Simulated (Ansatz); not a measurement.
**Two runs on ZnO**

System: ZnO (Pnnm, 8 atoms in the cell).
Method of the first run: DFT PBE, scalar-relativistic, plane waves, PAW, no spin polarisation (Ansatz 0.2.0).

The structure derives from a Materials Project entry. Text and figures count atoms from 1; the logs count them from 0 in places.

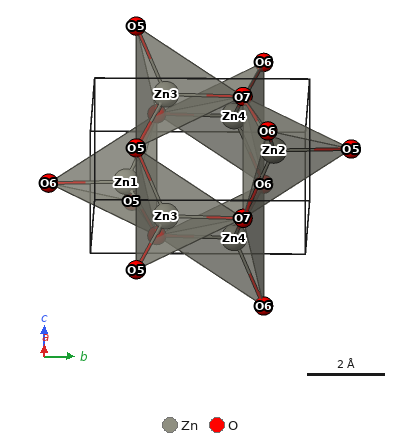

The input geometry (polyhedral view of the cell of the calculation, seen at an oblique angle; polyhedra are completed across the faces of the cell; atoms are numbered from 1 in the order of the input).

### Input, the first run
```yaml
crystal:
  lattice:
    - [5.6084659024, 0.0, 0.0]
    - [0.0, 5.6084659024, 0.0]
    - [0.0, 0.0, 3.2791201899]
  atoms:
    - { symbol: Zn, position: [0.2005889168, 0.1627653768, 0.5] }
    - { symbol: Zn, position: [0.7994110832, 0.8372346232, 0.5] }
    - { symbol: Zn, position: [0.7005889168, 0.3372346232, 0.0] }
    - { symbol: Zn, position: [0.2994110832, 0.6627653768, 0.0] }
    - { symbol: O, position: [0.8341685196, 0.1973122314, 0.5] }
    - { symbol: O, position: [0.1658314804, 0.8026877686, 0.5] }
    - { symbol: O, position: [0.6658314804, 0.6973122314, 0.0] }
    - { symbol: O, position: [0.3341685196, 0.3026877686, 0.0] }
basis:
  ecutwfc: 420
kpoints:
  mp_grid: { grid: [6, 6, 8] }
hamiltonian:
  xc: pbe
scf:
  occupations: { method: gaussian, width: 0.05 }
output:
  forces: true
  stress: true
  eigenvalues: true
relax:
  adjacent_minimum: "off"
  f_tol: 0.008
  max_steps: 80
  cell: { stress_tol: 0.08 }
```

Command:
```bash
ansatz run input.yaml --threads 2 --pin off --max-ram 5120MiB --backend cpu --events-out ev --progress --plain --runs-dir out
```

Hardware: 2 threads of Arm Neoverse V2, 24 GiB of memory available, shared host.

### Output, shortened to warnings, some set-up lines, iterations and results (the first run)
```
Basis set: ecut = 420 eV, 2031 PW (Γ), exchange–correlation on 80×80×48 points (8 copies of the dense FFT grid, shifted against one another)
Symmetry: 8 space group operations
k-points: 80 of 288
Initial density: superposition of atomic densities (neutral atoms: chi_scale 0, normalization atom), corrected by the library's trained network
[...]
SCF iter   1: F=—  HF=-15547.164876 eV  |F-HF|=—  |Δ(HF+E_count)|=         —  Δρ=1.30e-3  dr2=9.24e-4  ethr=1.77e-3  ⟨swp⟩=6.1  Hψ=13052  notcnv=0  defer=2
SCF iter   2: F=—  HF=-15547.167712 eV  |F-HF|=—  |Δ(HF+E_count)|=   2.84e-3  Δρ=5.71e-4  dr2=1.41e-4  ethr=1.28e-6  ⟨swp⟩=2.5  Hψ=7201  notcnv=0  defer=30
SCF iter   3: F=—  HF=-15547.167803 eV  |F-HF|=—  |Δ(HF+E_count)|=   9.17e-5  Δρ=3.82e-4  dr2=1.08e-4  ethr=1.95e-7  ⟨swp⟩=2.0  Hψ=5842  notcnv=0  defer=30
SCF iter   4: F=—  HF=-15547.167865 eV  |F-HF|=—  |Δ(HF+E_count)|=   6.12e-5  Δρ=1.64e-4  dr2=2.12e-5  ethr=1.49e-7  ⟨swp⟩=2.0  Hψ=5699  notcnv=0  defer=30
SCF iter   5: F=—  HF=-15547.167825 eV  |F-HF|=—  |Δ(HF+E_count)|=   3.98e-5  Δρ=5.20e-5  dr2=2.50e-6  ethr=2.94e-8  ⟨swp⟩=2.1  Hψ=5829  notcnv=0  defer=30
[... 43 lines ...]
SCF iter   5: F=—  HF=-15547.205126 eV  |F-HF|=—  |Δ(HF+E_count)|=   4.88e-9  Δρ=1.97e-6  dr2=1.40e-9  ethr=4.86e-12  ⟨swp⟩=2.0  Hψ=6080  notcnv=0
SCF iter   6: F=—  HF=-15547.205126 eV  |F-HF|=—  |Δ(HF+E_count)|=   3.33e-8  Δρ=7.18e-7  dr2=4.08e-10  ethr=1.95e-12  ⟨swp⟩=2.0  Hψ=5874  notcnv=0
SCF iter   7: F=-15547.205126 eV  HF=-15547.205126 eV  |F-HF|=1.64e-11  |Δ(HF+E_count)|=   2.31e-9  Δρ=1.49e-7  dr2=1.98e-11  ethr=1.00e-12  ⟨swp⟩=4.0  Hψ=12087  notcnv=0
SCF 6 converged in 7 iterations: F = -15547.205126 eV  dr2 = 1.98e-11
relax step   6: F+E_penalty+E_count = -15547.20512635 eV  Δ(F+E_penalty+E_count) = +3.602e-5 eV  max|allowed force component| = 1.481e-3 eV/Å  Δτ_max = 0.0000 Å  P = +0.011 …
basis re-selected at this cell: Δ(F+E_penalty+E_count) = +3.602e-5 eV, ΔP = +0.000 GPa vs the last step (what re-selecting the basis moved, of the pressure what is left beyond the Pulay correction that the steps carried, after the strain that the cell walked since its last selection, with what the …
SCF converged after 7 iterations
Free energy (F): -15547.205126 eV
Harris-Foulkes:  -15547.205126 eV  (|F-HF|=1.64e-11)
Internal energy: -15547.205126 eV  (E = F + TS)
E sigma→0 (E₀):  -15547.205126 eV
Fermi energy:    6.616056 eV
--- Per-component energies (eV) ---
  E_band       = 64.157750
  E_kinetic    = 1219.890075
  E_local      = -8445.191685  (includes V_loc(G=0)·N_el)
  E_nonlocal   = 2670.385736
  E_hartree    = 3478.164353
  E_xc         = -838.410360
  E_vxc        = -577.612286  (∫ρ·V_xc dr)
  E_paw        = -7961.220769  (= ΣΔE_a)
  E_vpaw       = -1759.651180  (= ΣTr[D̂ρ^β])
  E_aug_tail   = 0.008256  (compensation charges beyond the density's cutoff)
  E_ewald      = -5670.830732
  E_smearing   = -0.000000  (= −TS)
  E_closure    = -0.000000  (closes the sum)
  Σ components = -15547.205126   (vs F -15547.205126, Δ=0.00e0)
--- Forces (eV/Å), atoms counted from 1 ---
  atom   1  Zn    -0.00100150     0.00114455     0.00000000
  atom   2  Zn     0.00100150    -0.00114455    -0.00000000
  atom   3  Zn    -0.00100150    -0.00114455     0.00000000
  atom   4  Zn     0.00100150     0.00114455    -0.00000000
  atom   5  O      0.00048540     0.00148115    -0.00000000
  atom   6  O     -0.00048540    -0.00148115     0.00000000
  atom   7  O     -0.00048540     0.00148115     0.00000000
  atom   8  O      0.00048540    -0.00148115    -0.00000000
  max |Σ_I F_I| component: 1.30e-18 eV/Å
--- Stress (GPa, compression-positive) ---
        0.019542      -0.000000       0.000000
       -0.000000       0.012781       0.000000
        0.000000       0.000000      -0.000231
  P = ⅓ Tr σ = 0.0107 GPa (0.107 kbar)
--- Relaxed structure (5 steps of the walk, 5 accepted, 1 SCFs on fresh bases) ---
  F+E_penalty+E_count = -15547.20512635 eV   max|allowed force component| = 1.481e-3 eV/Å   (the final SCF, on the basis selected at the relaxed cell)
  cell:  # Å, volume = 103.1400 Å³
    - [5.60668966350661, 5.067091530591059e-33, -1.589220165307076e-32]
    - [5.067091530591059e-33, 5.609974409558966, -3.915479819093091e-33]
[...]
```

For the second run the input was changed thus:
```diff
-  mp_grid: { grid: [6, 6, 8] }
+  mp_grid: { grid: [6, 5, 9] }
+  max_iter: 80
```

What does this change do to the results?

The energy doesn't change within 0.01 meV per atom. The number of SCF iterations is the same. The irreducible k-points go from 80 to 60.

### Output, shortened to warnings, some set-up lines, iterations and results (the second run)
```
Basis set: ecut = 420 eV, 2031 PW (Γ), exchange–correlation on 80×80×48 points (8 copies of the dense FFT grid, shifted against one another)
Symmetry: 8 space group operations
k-points: 60 of 270
Initial density: superposition of atomic densities (neutral atoms: chi_scale 0, normalization atom), corrected by the library's trained network
[...]
SCF iter   1: F=—  HF=-15547.164887 eV  |F-HF|=—  |Δ(HF+E_count)|=         —  Δρ=1.30e-3  dr2=9.24e-4  ethr=1.77e-3  ⟨swp⟩=6.1  Hψ=9809  notcnv=0  defer=2
SCF iter   2: F=—  HF=-15547.167731 eV  |F-HF|=—  |Δ(HF+E_count)|=   2.84e-3  Δρ=5.69e-4  dr2=1.39e-4  ethr=1.28e-6  ⟨swp⟩=2.5  Hψ=5439  notcnv=0  defer=26
SCF iter   3: F=—  HF=-15547.167822 eV  |F-HF|=—  |Δ(HF+E_count)|=   9.08e-5  Δρ=3.82e-4  dr2=1.07e-4  ethr=1.93e-7  ⟨swp⟩=2.0  Hψ=4399  notcnv=0  defer=26
SCF iter   4: F=—  HF=-15547.167886 eV  |F-HF|=—  |Δ(HF+E_count)|=   6.40e-5  Δρ=1.62e-4  dr2=2.09e-5  ethr=1.49e-7  ⟨swp⟩=2.0  Hψ=4299  notcnv=0  defer=26
SCF iter   5: F=—  HF=-15547.167844 eV  |F-HF|=—  |Δ(HF+E_count)|=   4.25e-5  Δρ=5.15e-5  dr2=2.46e-6  ethr=2.90e-8  ⟨swp⟩=2.0  Hψ=4391  notcnv=0  defer=26
[... 43 lines ...]
SCF iter   5: F=—  HF=-15547.205115 eV  |F-HF|=—  |Δ(HF+E_count)|=   6.30e-9  Δρ=1.99e-6  dr2=1.39e-9  ethr=4.91e-12  ⟨swp⟩=2.0  Hψ=4560  notcnv=0
SCF iter   6: F=—  HF=-15547.205115 eV  |F-HF|=—  |Δ(HF+E_count)|=   3.46e-8  Δρ=7.14e-7  dr2=4.00e-10  ethr=1.93e-12  ⟨swp⟩=2.0  Hψ=4407  notcnv=0
SCF iter   7: F=-15547.205115 eV  HF=-15547.205115 eV  |F-HF|=2.18e-11  |Δ(HF+E_count)|=   2.42e-9  Δρ=1.46e-7  dr2=1.95e-11  ethr=1.00e-12  ⟨swp⟩=4.0  Hψ=9051  notcnv=0
SCF 6 converged in 7 iterations: F = -15547.205115 eV  dr2 = 1.95e-11
relax step   6: F+E_penalty+E_count = -15547.20511457 eV  Δ(F+E_penalty+E_count) = +4.737e-5 eV  max|allowed force component| = 1.520e-3 eV/Å  Δτ_max = 0.0000 Å  P = +0.011 …
basis re-selected at this cell: Δ(F+E_penalty+E_count) = +4.737e-5 eV, ΔP = +0.001 GPa vs the last step (what re-selecting the basis moved, of the pressure what is left beyond the Pulay correction that the steps carried, after the strain that the cell walked since its last selection, with what the …
SCF converged after 7 iterations
Free energy (F): -15547.205115 eV
Harris-Foulkes:  -15547.205115 eV  (|F-HF|=2.18e-11)
Internal energy: -15547.205115 eV  (E = F + TS)
E sigma→0 (E₀):  -15547.205115 eV
Fermi energy:    6.616114 eV
--- Per-component energies (eV) ---
  E_band       = 64.159010
  E_kinetic    = 1219.892547
  E_local      = -8445.192489  (includes V_loc(G=0)·N_el)
  E_nonlocal   = 2670.380437
  E_hartree    = 3478.164155
  E_xc         = -838.411523
  E_vxc        = -577.613811  (∫ρ·V_xc dr)
  E_paw        = -7961.216919  (= ΣΔE_a)
  E_vpaw       = -1759.644358  (= ΣTr[D̂ρ^β])
  E_aug_tail   = 0.008256  (compensation charges beyond the density's cutoff)
  E_ewald      = -5670.829579
  E_smearing   = -0.000000  (= −TS)
  E_closure    = 0.000000  (closes the sum)
  Σ components = -15547.205115   (vs F -15547.205115, Δ=0.00e0)
--- Forces (eV/Å), atoms counted from 1 ---
  atom   1  Zn    -0.00104137     0.00118381     0.00000000
  atom   2  Zn     0.00104137    -0.00118381    -0.00000000
  atom   3  Zn    -0.00104137    -0.00118381    -0.00000000
  atom   4  Zn     0.00104137     0.00118381     0.00000000
  atom   5  O      0.00053017     0.00152033     0.00000000
  atom   6  O     -0.00053017    -0.00152033    -0.00000000
  atom   7  O     -0.00053017     0.00152033     0.00000000
  atom   8  O      0.00053017    -0.00152033    -0.00000000
  max |Σ_I F_I| component: 2.60e-18 eV/Å
--- Stress (GPa, compression-positive) ---
        0.020167      -0.000000       0.000000
       -0.000000       0.016836       0.000000
        0.000000       0.000000      -0.003503
  P = ⅓ Tr σ = 0.0112 GPa (0.112 kbar)
--- Relaxed structure (5 steps of the walk, 5 accepted, 1 SCFs on fresh bases) ---
  F+E_penalty+E_count = -15547.20511457 eV   max|allowed force component| = 1.520e-3 eV/Å   (the final SCF, on the basis selected at the relaxed cell)
  cell:  # Å, volume = 103.1395 Å³
    - [5.606724597120778, 1.2437406484178055e-32, -4.8366917071582894e-33]
[...]
```

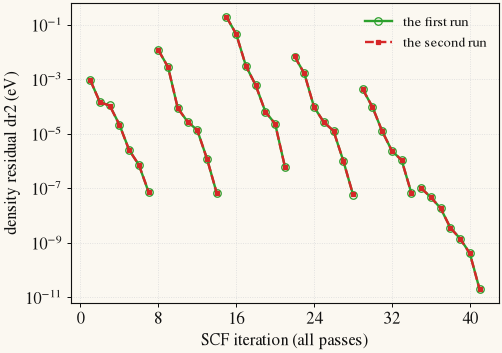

Convergence of the two runs: density residual dr2 against the SCF iteration. A break in a curve parts two SCF passes. The first run takes 41 iterations in all, and the second run takes 41.

### The two runs side by side

| quantity | the first run | the second run |
| --- | --- | --- |
| outcome | converged | converged |
| free energy per atom (eV) | −1943.4006 | −1943.4006 |
| gap on the mesh (eV) | 0.76 | 0.76 |
| pressure (GPa) | 0.01 | 0.01 |
| largest force (eV/Å) | 0.002 | 0.002 |
| SCF iterations | 41 | 41 |
| irreducible k-points | 80 | 60 |
| wall time (shared host) | 58 s | 43 s |

For the second run: A setting was made wrong on purpose: a mesh that breaks the symmetry (`kpoints.mp_grid.grid`). It did no harm here: the run converged to the energy of the sound run within 1 meV per atom.
